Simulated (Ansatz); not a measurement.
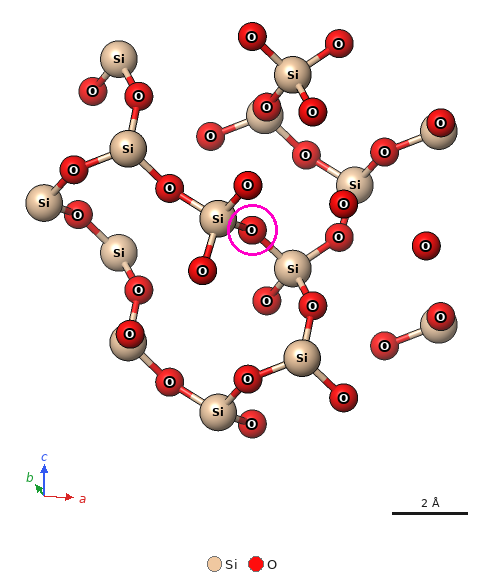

Perfect SiO$_{2}$. Style: ball-and-stick. Shown: the atoms within 6.0 Å of one point, in a slice 5.0 Å thick across the line of sight, slightly off an axis.

These are results of Ansatz 0.2.0, DFT, PBEsol, PAW, plane waves, not measurements. (plane-wave cutoff 420 eV; k-point mesh 1 × 1 × 1; mesh shifted by (0.25, 0.25, 0.25); collinear spin) Fermi-Dirac smearing of 0.01 eV. A uniform background neutralises the charged cell. The axes drawn are those of the host's conventional cell.

An oxygen atom is taken out (a vacancy) at the ringed place, in charge state +2. The supercell has 72 sites, and the atoms are relaxed at the host's cell.

Predict the relaxed surroundings of the defect.

Answer. Around the empty O site the host had 2 Si at 1.62 Å; after relaxation the nearest atoms are 1 Si at 2.24 Å, 2 O at 2.55 to 2.68 Å. Of the host's atoms, a silicon atom moves furthest from its site, by 1.38 Å. The cell ends without a net magnetic moment.

The relaxed defect, seen from the same direction:

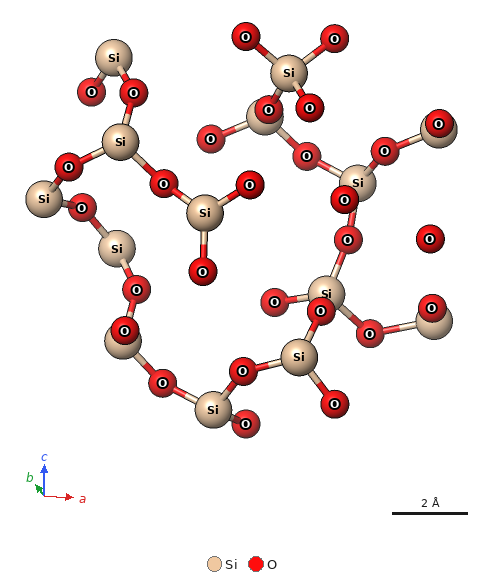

Limits of the set-up: the cell is charged, on a uniform background, and energies carry no finite-size correction.
